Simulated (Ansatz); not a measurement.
H

Input file:

```
crystal:
  lattice:
    - [0.0, 1.1505636501, 1.1505636501]
    - [1.1505636501, 0.0, 1.1505636501]
    - [1.1505636501, 1.1505636501, 0.0]
  atoms:
    - { symbol: H, position: [0.5, 0.5, 0.5] }
basis:
  ecutwfc: 420
kpoints:
  mp_grid: { grid: [26, 26, 26] }
hamiltonian:
  xc: pbe
scf:
  occupations: { method: gaussian, width: 0.1 }
output:
  forces: true
  stress: true
  eigenvalues: true
  write_density: true
  write_potential: true
  elf: true
  volumetric_format: npy
relax:
  adjacent_minimum: "off"
  f_tol: 0.025
  max_steps: 70
  cell: { stress_tol: 0.12 }
```

Command:

```sh
ansatz run input.yaml --threads 2 --pin off --max-ram 5120MiB --backend cpu --events-out ev --progress --plain --runs-dir out
```

Below, planes, directions and counts refer to the conventional cell (a = 2.28 Å, b = 2.28 Å, c = 2.28 Å, α = 90.00°, β = 90.00°, γ = 90.00°).

The fields are those of the run's last geometry, not of the input's.

Space group Fm-3m; computed without spin polarisation.

Level of theory: Ansatz 0.2.0, DFT PBE, scalar-relativistic, plane waves, PAW.

What will maps of the valence pseudo-density and electron localisation function show?

Answer. H–H (1.61 Å): ρ is about 0.27 e/Å³ halfway; the ELF is about 0.35 at the midpoint.

Does the calculation give a band gap?

Answer. It is gapless in this calculation (a metal or semimetal).

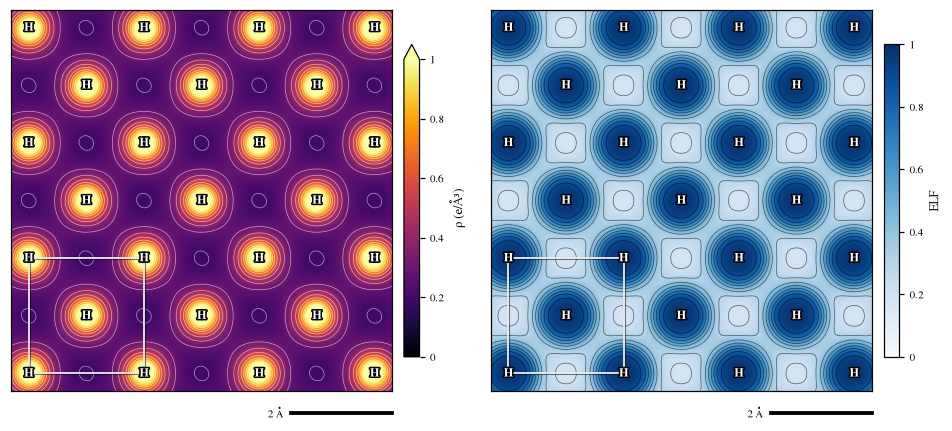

Computed valence pseudo-density and electron localisation function on the (100) plane of the conventional cell, in this order. 
